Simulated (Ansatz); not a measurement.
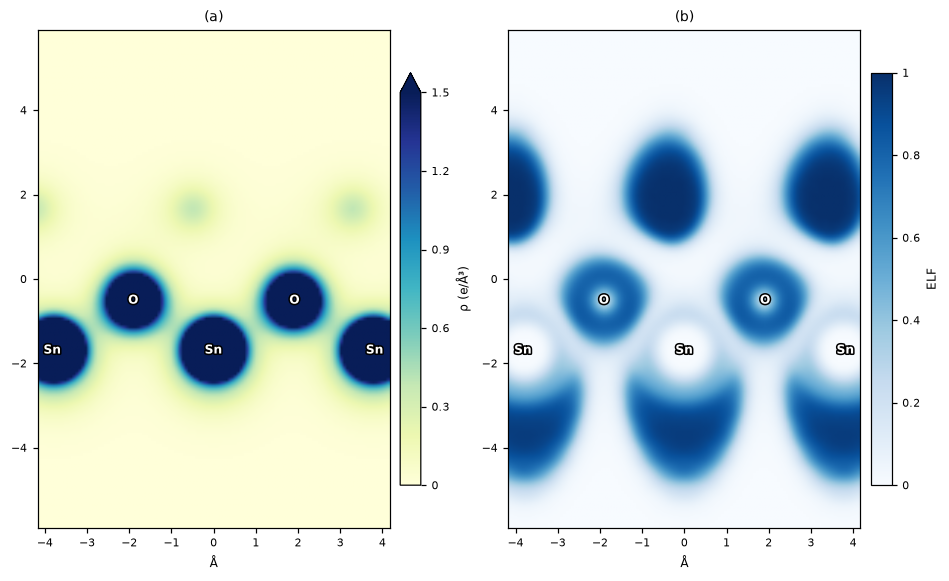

*Sn$_{2}$HO$_{2}$ (slab). (a) valence pseudo-density; (b) ELF on the (010) plane of the calculation cell, a cut from vacuum to vacuum.*

A point of a scan over the structure, not its minimum; not relaxed (largest force 0.9 eV/Å); the SCF solution may not be the lowest one; PAW files of the earlier set (soft_1); the program warned that a starting moment wasn't kept; spin-polarised, but the moments vanished.

All numbers below come from DFT PBE+D3(BJ), scalar-relativistic, plane waves, PAW in Ansatz 0.2.0.

In a PAW calculation such maps are meaningful between the atoms, not at the nuclei.

```
CELL_PARAMETERS angstrom
3.82015 0.00030 0.00000
-0.00031 3.82015 0.00000
0.00000 0.00000 17.86304
ATOMIC_POSITIONS crystal
Sn 0.99995 0.99995 0.22393
O 0.99995 0.49995 0.29007
O 0.49995 0.99995 0.29007
Sn 0.49995 0.49995 0.35621
H 0.87495 0.87495 0.41330
```

Question: What do the fields say about this system?

Answer: The plane passes through Sn and O nuclei.
Atoms just off the plane (H, 0.5 Å away) can leave unmarked features too.
Sn–O (2.25 Å): ρ at the midpoint is about 0.45 e/Å³; the ELF peaks at about 0.85 in the valence shell of O, 0.6 Å from its nucleus, and is about 0.20 at the midpoint (no shared electron pair shows on this line).
The density dies away to nearly zero in the vacuum.
